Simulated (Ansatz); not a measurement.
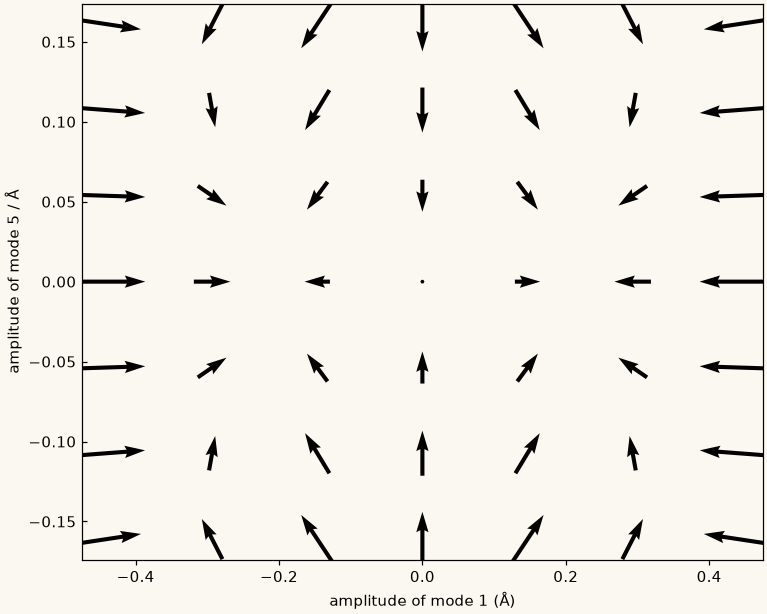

Cu (I4/mmm, No. 139; 2 atoms in the cell). The energy is mapped over two normal modes frozen in (zone-centre modes of the 2-atom cell of this scan, which folds in the wave vector (0, 0, 1/2) of the primitive cell). Coordinates scanned: (1) amplitude of mode 1 (50i cm⁻¹), largest displacement; (2) amplitude of mode 5 (157 cm⁻¹), largest displacement. Nothing is relaxed (the cell and all other modes fixed). Grid: 7 × 7 points; 16 points were computed and 33 follow by symmetry. Points are written as (first, second). The calculation used Ansatz, DFT PBE, scalar-relativistic, plane waves, PAW. Settings: cutoff 520 eV, k-mesh 20×20×12 in the order of the run's cell vectors, gaussian smearing 0.15 eV, no spin polarisation.

In the figure: arrows along the force (downhill), their lengths compressed.

The arrows alone are given. Where are the wells?

Answer. The arrows converge at about (−0.230 Å, 0.000 Å); about (0.23 Å, 0.00 Å) (read from the interpolated surface).

The energy map of the same scan:

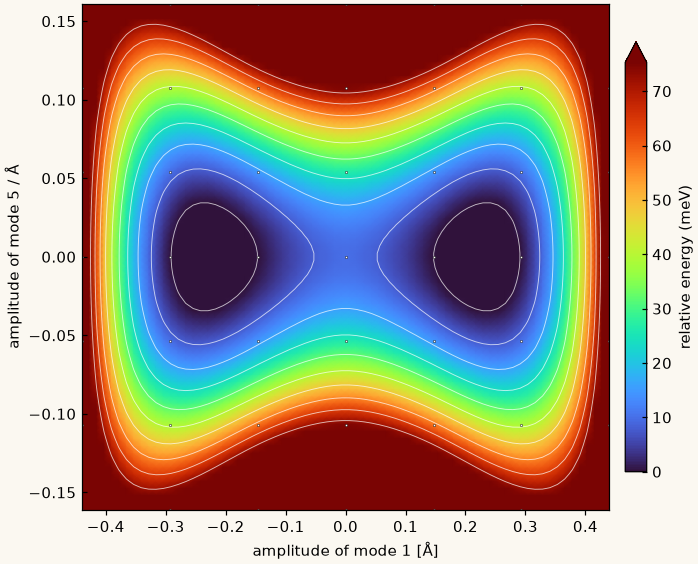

Energies are in meV, from the lowest grid point; between grid points the surface is interpolated.

PAW datasets: the set soft_1.
